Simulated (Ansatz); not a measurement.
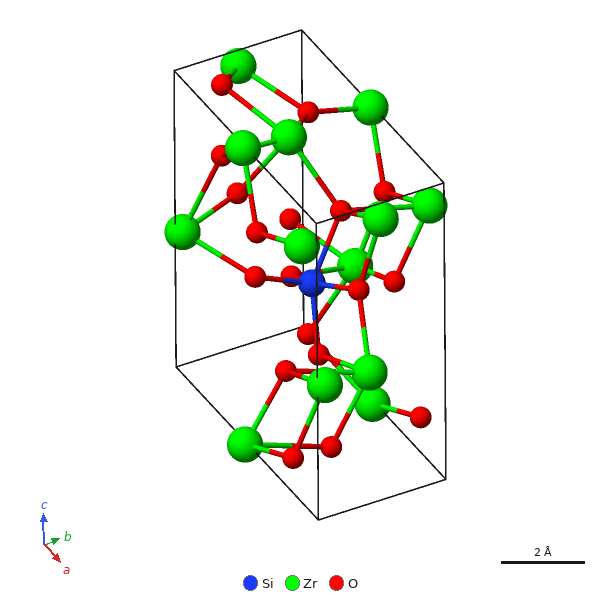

A ball-and-stick rendering, viewed slightly off an axis. The frame is the supercell; atoms at its boundary are shown with their periodic copies. The host is ZrO2, in a cell of 24 sites, and the cell is neutral.

### How does this supercell depart from the perfect host?

Silicon on a zirconium site (a substitutional impurity). It is bonded to five O at about 1.7 to 1.9 Å. Not all metal-metal contacts are counted.

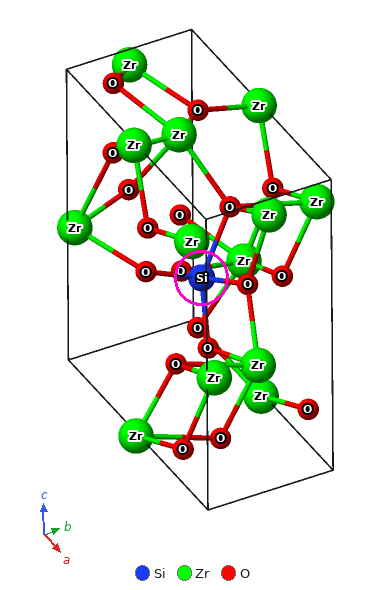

The same cell with a ring at the defect's site.

The atoms were relaxed in the host's cell with Ansatz, DFT PBEsol, scalar-relativistic, plane waves, PAW.
